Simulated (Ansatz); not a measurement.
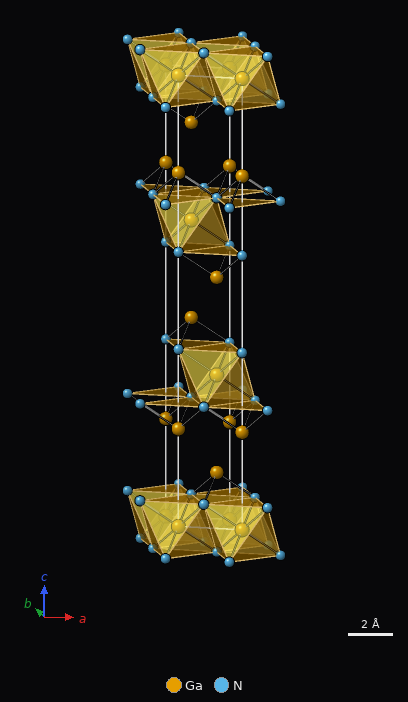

**Figure 1.** The input geometry (polyhedral view of the cell 3 times as large as that of the calculation, set on its symmetry axes, seen slightly off an axis; polyhedra are completed across the faces of the cell).

Geometry relaxation of Ga₃N₂ (part 1 of 2)

System: Ga₃N₂ (R-3m, 5 atoms in the cell).
Method: DFT PBE, scalar-relativistic, plane waves, PAW, no spin polarisation (Ansatz 0.2.0).

The structure was made by swapping elements on the sites of another compound; it need not be a known phase. It belongs to a series of runs on one base structure; here: anti-tetradymite type (R-3m, No. 166).

**What the program printed**
```
basis.fft_grid_basis auto: the FFT boxes are laid along the combinations [[1, 0, -1], [0, 1, -1], [0, 0, 1]] of the cell's own vectors, 3.099, 3.099 and 7.204 Å long. The dense box has 24×24×50 points. Along the cell's own vectors, as sized, it would have 50×50×50, 4.34 times as many. Of the 12 symmetry operations that the crystal satisfies within crystal.symmetry.tolerance (time reversal apart; of a slab, those that keep its plane) the dense box along the cell's own vectors carries 12, and the one as laid loses 8 of those. basis.fft_grid_basis: typed keeps the cell's own vectors: state it where this run's energies or levels are differenced outside the engine with another run's, or held beside a run that keeps those vectors.
Engine: ansatz 0.2.0, x86_64-unknown-linux-gnu
Pseudopotentials: kind: paw
Pseudopotential: Ga, paw, valence charge 13, recommended cutoff 420 eV (normal), Ga.paw.azcp
Pseudopotential: N, paw, valence charge 5, recommended cutoff 420 eV (normal), N.paw.azcp
Functional definition: PBE
  parameter kappa = 0.804
  parameter beta = 0.06672455060314922
  exchange = pbe_x(kappa = kappa, mu = beta*pi^2/3)
  correlation = pbe_c(beta = beta)
Crystal: 5 atoms, lattice volume = 58.052 Å³
Basis set: ecut = 420 eV, 1133 PW (Γ), FFT grids on a1−a3, a2−a3, a3, exchange–correlation on 48×48×100 points (8 copies of the dense FFT grid, shifted against one another)
Bands: 30, of which v1, the nominal top of the filled ones, is band 25 counted from 1 (24 counted from 0)
Symmetry: 12 space group operations
Space group: R-3m (ITA 166), of the structure as read, at distance tolerance 3.9e-5 Å
k-points: 189 of 1728
Non-local potential: Ga, projectors of the file, l = 0: 2, l = 1: 2, l = 2: 3, l = 3: 1
Non-local potential: N, projectors of the file, l = 0: 2, l = 1: 2, l = 2: 1
PAW form: soft (Blöchl's): semilocal exchange-correlation on the pseudo side does not see the compensation charge
PAW one-centre angular grid: Ga, 590 points (default); XC on 64 Gauss nodes
PAW one-centre angular grid: N, 110 points (default); XC on 64 Gauss nodes
Initial density: superposition of atomic densities (neutral atoms: chi_scale 0, normalization atom), corrected by the library's trained network
Initial wavefunctions: pseudopotential atomic-orbital guess
Functional: x = pbe(κ = 0.804, μ = 0.2195149727645171), c = pbe(β = 0.06672455060314922)
SCF iter   1: F=—  HF=-12116.593233 eV  |F-HF|=—  |Δ(HF+E_count)|=         —  Δρ=3.32e-3  dr2=1.31e-2  ethr=1.77e-3  ⟨swp⟩=5.2  Hψ=21117  notcnv=0
preconditioner: auto → Kerker (q_TF=auto, 2.652 Å⁻¹)  [metal: Δε(μ)=0.024 eV  Ē_g=16.188 eV  σ=0.100 eV  W_gap=0.14  n_scr=22 (ndim 8)  ℏωp=34.1 eV  f_vac=0.000  D(μ)=0.29/eV (n_scr^D=2)]
SCF iter   2: F=—  HF=-12116.591746 eV  |F-HF|=—  |Δ(HF+E_count)|=   1.49e-3  Δρ=1.44e-3  dr2=3.37e-3  ethr=2.68e-5  ⟨swp⟩=1.3  Hψ=7294  notcnv=0
SCF iter   3: F=—  HF=-12116.591441 eV  |F-HF|=—  |Δ(HF+E_count)|=   3.05e-4  Δρ=7.24e-4  dr2=1.10e-3  ethr=6.87e-6  ⟨swp⟩=1.3  Hψ=5486  notcnv=0
SCF iter   4: F=—  HF=-12116.591269 eV  |F-HF|=—  |Δ(HF+E_count)|=   1.73e-4  Δρ=3.20e-4  dr2=1.28e-4  ethr=2.24e-6  ⟨swp⟩=2.9  Hψ=9953  notcnv=0
SCF iter   5: F=—  HF=-12116.591228 eV  |F-HF|=—  |Δ(HF+E_count)|=   4.05e-5  Δρ=1.70e-4  dr2=2.32e-5  ethr=2.62e-7  ⟨swp⟩=2.0  Hψ=9268  notcnv=0
SCF iter   6: F=—  HF=-12116.591243 eV  |F-HF|=—  |Δ(HF+E_count)|=   1.51e-5  Δρ=3.63e-5  dr2=1.57e-6  ethr=4.73e-8  ⟨swp⟩=2.2  Hψ=7126  notcnv=0
SCF iter   7: F=—  HF=-12116.591244 eV  |F-HF|=—  |Δ(HF+E_count)|=   6.22e-8  Δρ=1.66e-5  dr2=1.61e-7  ethr=3.21e-9  ⟨swp⟩=2.0  Hψ=9922  notcnv=0
SCF iter   8: F=-12116.591243 eV  HF=-12116.591243 eV  |F-HF|=2.57e-8  |Δ(HF+E_count)|=   1.10e-7  Δρ=7.84e-6  dr2=2.93e-8  ethr=2.04e-10  ⟨swp⟩=7.8  Hψ=25676  notcnv=0
SCF 1 converged in 8 iterations: F = -12116.591243 eV  dr2 = 2.93e-8
  greatest PAW one-centre occupation: 0.997 electrons in one spin orbital (limit 2), on the Ga atom at site 0 (counted from 0), in its partial waves of l = 2
relax step   1: F+E_penalty+E_count = -12116.59124338 eV  Δ(F+E_penalty+E_count) = +0.000e0 eV  max|allowed force component| = 7.521e-3 eV/Å  Δτ_max = 0.0000 Å  P = -0.311 GPa  Ω = 58.052 Å³  (8 SCF iters, dr2 threshold 1.00e-7 eV, accepted)
Crystal: 5 atoms, lattice volume = 57.950 Å³
Basis set: ecut = 420 eV, 1121 PW (Γ), FFT grids on a1−a3, a2−a3, a3, exchange–correlation on 48×48×100 points (8 copies of the dense FFT grid, shifted against one another)
Initial density: handed on by an earlier stage of this run
Initial wavefunctions: those handed on with the density
iter 1 solved again at ethr=3.38e-7 eV; its pass at ethr=3.10e-3 eV (dr2=1.66e-4 eV) is discarded
SCF iter   1: F=—  HF=-12116.591509 eV  |F-HF|=—  |Δ(HF+E_count)|=         —  Δρ=8.59e-4  dr2=2.01e-4  ethr=3.38e-7  ⟨swp⟩=2.2  Hψ=26876  notcnv=0
preconditioner: auto → Kerker (q_TF=auto, 2.653 Å⁻¹)  [metal: Δε(μ)=0.017 eV  Ē_g=16.192 eV  σ=0.100 eV  W_gap=0.10  n_scr=22 (ndim 8)  ℏωp=34.1 eV  f_vac=0.000  D(μ)=0.29/eV (n_scr^D=2)]
SCF iter   2: F=—  HF=-12116.591489 eV  |F-HF|=—  |Δ(HF+E_count)|=   1.94e-5  Δρ=4.58e-4  dr2=6.43e-5  ethr=3.38e-7  ⟨swp⟩=2.0  Hψ=6260  notcnv=0
SCF iter   3: F=—  HF=-12116.591474 eV  |F-HF|=—  |Δ(HF+E_count)|=   1.51e-5  Δρ=1.11e-4  dr2=8.87e-6  ethr=1.31e-7  ⟨swp⟩=2.0  Hψ=8776  notcnv=0
SCF iter   4: F=—  HF=-12116.591473 eV  |F-HF|=—  |Δ(HF+E_count)|=   1.79e-6  Δρ=4.41e-5  dr2=1.02e-6  ethr=1.81e-8  ⟨swp⟩=2.9  Hψ=10517  notcnv=0
SCF iter   5: F=-12116.591472 eV  HF=-12116.591473 eV  |F-HF|=5.36e-7  |Δ(HF+E_count)|=   3.93e-8  Δρ=2.27e-5  dr2=1.81e-7  ethr=1.02e-9  ⟨swp⟩=5.1  Hψ=24860  notcnv=0
SCF 2 converged in 5 iterations: F = -12116.591472 eV  dr2 = 1.81e-7
relax step   2: F+E_penalty+E_count = -12116.59147202 eV  Δ(F+E_penalty+E_count) = -2.286e-4 eV  max|allowed force component| = 3.651e-2 eV/Å  Δτ_max = 0.0009 Å  P = -0.140 GPa  Ω = 57.950 Å³  energy of the carried Pulay correction = +2.858e-4 eV  (5 SCF iters, dr2 threshold 5.00e-7 eV, rejected (line search))
Crystal: 5 atoms, lattice volume = 57.948 Å³
iter 1 solved again at ethr=8.22e-8 eV; its pass at ethr=3.10e-3 eV (dr2=4.03e-5 eV) is discarded
SCF iter   1: F=—  HF=-12116.592116 eV  |F-HF|=—  |Δ(HF+E_count)|=         —  Δρ=4.73e-4  dr2=4.88e-5  ethr=8.22e-8  ⟨swp⟩=2.3  Hψ=26327  notcnv=0
preconditioner: auto → Kerker (q_TF=auto, 2.653 Å⁻¹)  [metal: Δε(μ)=0.046 eV  Ē_g=16.191 eV  σ=0.100 eV  W_gap=0.25  n_scr=22 (ndim 8)  ℏωp=34.1 eV  f_vac=0.000  D(μ)=0.29/eV (n_scr^D=2)]
SCF iter   2: F=—  HF=-12116.592124 eV  |F-HF|=—  |Δ(HF+E_count)|=   7.85e-6  Δρ=2.61e-4  dr2=2.00e-5  ethr=8.22e-8  ⟨swp⟩=1.0  Hψ=5670  notcnv=0
SCF iter   3: F=—  HF=-12116.592120 eV  |F-HF|=—  |Δ(HF+E_count)|=   4.03e-6  Δρ=4.30e-5  dr2=1.39e-6  ethr=4.07e-8  ⟨swp⟩=2.5  Hψ=10355  notcnv=0
SCF iter   4: F=—  HF=-12116.592119 eV  |F-HF|=—  |Δ(HF+E_count)|=   8.17e-7  Δρ=2.57e-5  dr2=4.84e-7  ethr=2.84e-9  ⟨swp⟩=2.0  Hψ=9899  notcnv=0
SCF iter   5: F=—  HF=-12116.592119 eV  |F-HF|=—  |Δ(HF+E_count)|=   2.12e-7  Δρ=4.84e-6  dr2=2.45e-8  ethr=9.88e-10  ⟨swp⟩=2.0  Hψ=9943  notcnv=0
SCF iter   6: F=—  HF=-12116.592119 eV  |F-HF|=—  |Δ(HF+E_count)|=   5.16e-9  Δρ=1.86e-6  dr2=4.94e-9  ethr=5.00e-11  ⟨swp⟩=2.9  Hψ=10353  notcnv=0
SCF iter   7: F=—  HF=-12116.592119 eV  |F-HF|=—  |Δ(HF+E_count)|=  4.67e-10  Δρ=8.08e-7  dr2=6.51e-10  ethr=1.01e-11  ⟨swp⟩=2.0  Hψ=10044  notcnv=0
SCF iter   8: F=—  HF=-12116.592119 eV  |F-HF|=—  |Δ(HF+E_count)|=  3.37e-10  Δρ=5.01e-7  dr2=3.24e-10  ethr=1.33e-12  ⟨swp⟩=2.0  Hψ=10188  notcnv=0
SCF iter   9: F=-12116.592119 eV  HF=-12116.592119 eV  |F-HF|=2.55e-11  |Δ(HF+E_count)|=  5.09e-11  Δρ=1.64e-7  dr2=3.44e-11  ethr=1.00e-12  ⟨swp⟩=3.2  Hψ=23324  notcnv=0
SCF 3 converged in 9 iterations: F = -12116.592119 eV  dr2 = 3.44e-11
relax step   3: F+E_penalty+E_count = -12116.59211868 eV  Δ(F+E_penalty+E_count) = -8.753e-4 eV  max|allowed force component| = 4.277e-3 eV/Å  Δτ_max = 0.0007 Å  P = -0.067 GPa  Ω = 57.948 Å³  energy of the carried Pulay correction = +2.757e-4 eV  (9 SCF iters, accepted)
Crystal: 5 atoms, lattice volume = 57.919 Å³
iter 1 solved again at ethr=8.90e-9 eV; its pass at ethr=3.10e-3 eV (dr2=4.36e-6 eV) is discarded
SCF iter   1: F=—  HF=-12116.592184 eV  |F-HF|=—  |Δ(HF+E_count)|=         —  Δρ=7.60e-5  dr2=4.41e-6  ethr=8.90e-9  ⟨swp⟩=2.1  Hψ=24567  notcnv=0
preconditioner: auto → Kerker (q_TF=auto, 2.653 Å⁻¹)  [metal: Δε(μ)=0.047 eV  Ē_g=16.194 eV  σ=0.100 eV  W_gap=0.25  n_scr=22 (ndim 8)  ℏωp=34.2 eV  f_vac=0.000  D(μ)=0.29/eV (n_scr^D=2)]
SCF iter   2: F=—  HF=-12116.592199 eV  |F-HF|=—  |Δ(HF+E_count)|=   1.47e-5  Δρ=2.86e-5  dr2=1.60e-6  ethr=8.90e-9  ⟨swp⟩=2.0  Hψ=6753  notcnv=0
SCF iter   3: F=—  HF=-12116.592199 eV  |F-HF|=—  |Δ(HF+E_count)|=   2.02e-7  Δρ=1.45e-5  dr2=6.87e-7  ethr=3.26e-9  ⟨swp⟩=1.0  Hψ=5674  notcnv=0
SCF iter   4: F=—  HF=-12116.592199 eV  |F-HF|=—  |Δ(HF+E_count)|=   1.23e-7  Δρ=4.44e-6  dr2=2.86e-8  ethr=1.40e-9  ⟨swp⟩=2.4  Hψ=7753  notcnv=0
SCF iter   5: F=-12116.592199 eV  HF=-12116.592199 eV  |F-HF|=1.31e-8  |Δ(HF+E_count)|=   3.35e-9  Δρ=3.50e-6  dr2=5.97e-9  ethr=3.07e-11  ⟨swp⟩=4.1  Hψ=20290  notcnv=0
SCF 4 converged in 5 iterations: F = -12116.592199 eV  dr2 = 5.97e-9
relax step   4: F+E_penalty+E_count = -12116.59219853 eV  Δ(F+E_penalty+E_count) = -7.985e-5 eV  max|allowed force component| = 5.953e-4 eV/Å  Δτ_max = 0.0003 Å  P = +0.003 GPa  Ω = 57.919 Å³  energy of the carried Pulay correction = +3.484e-4 eV  (5 SCF iters, dr2 threshold 1.50e-8 eV, accepted)
Initial wavefunctions: pseudopotential atomic-orbital guess (no wavefunctions were taken with the density)
iter 1 solved again at ethr=1.52e-8 eV; its pass at ethr=3.10e-3 eV (dr2=7.43e-6 eV) is discarded
SCF iter   1: F=—  HF=-12116.591852 eV  |F-HF|=—  |Δ(HF+E_count)|=         —  Δρ=5.44e-5  dr2=6.24e-8  ethr=1.52e-8  ⟨swp⟩=3.0  Hψ=37295  notcnv=0
SCF iter   2: F=—  HF=-12116.591873 eV  |F-HF|=—  |Δ(HF+E_count)|=   2.07e-5  Δρ=2.78e-5  dr2=1.79e-8  ethr=1.27e-10  ⟨swp⟩=2.0  Hψ=6978  notcnv=0
SCF iter   3: F=—  HF=-12116.591875 eV  |F-HF|=—  |Δ(HF+E_count)|=   1.95e-6  Δρ=1.24e-6  dr2=8.59e-10  ethr=3.66e-11  ⟨swp⟩=2.0  Hψ=7995  notcnv=0
SCF iter   4: F=—  HF=-12116.591875 eV  |F-HF|=—  |Δ(HF+E_count)|=  2.93e-10  Δρ=5.66e-7  dr2=1.89e-10  ethr=1.75e-12  ⟨swp⟩=2.9  Hψ=10239  notcnv=0
SCF iter   5: F=-12116.591875 eV  HF=-12116.591875 eV  |F-HF|=2.36e-11  |Δ(HF+E_count)|=  5.88e-10  Δρ=1.47e-7  dr2=4.27e-11  ethr=1.00e-12  ⟨swp⟩=4.0  Hψ=20287  notcnv=0
SCF 5 converged in 5 iterations: F = -12116.591875 eV  dr2 = 4.27e-11
relax step   5: F+E_penalty+E_count = -12116.59187488 eV  Δ(F+E_penalty+E_count) = +3.236e-4 eV  max|allowed force component| = 6.254e-4 eV/Å  Δτ_max = 0.0000 Å  P = -0.002 GPa  Ω = 57.919 Å³  stress off target by 7.89e-3 GPa  SCF on the basis re-selected at this cell (its energy is not comparable with the rows above)  (5 SCF iters)
```

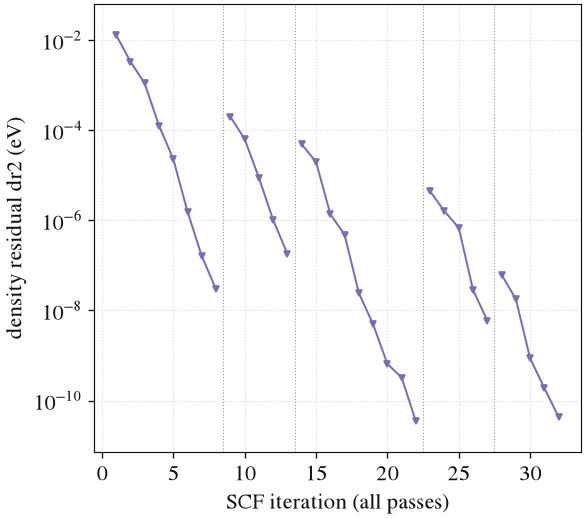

**Figure 2.** Convergence of the self-consistent field: density residual dr2 against the SCF iteration. The dotted lines part the SCF passes of the relaxation: geometry steps, rejected trials and re-solves on a re-selected basis. The 5 passes take 5 to 9 iterations each, 32 in all.
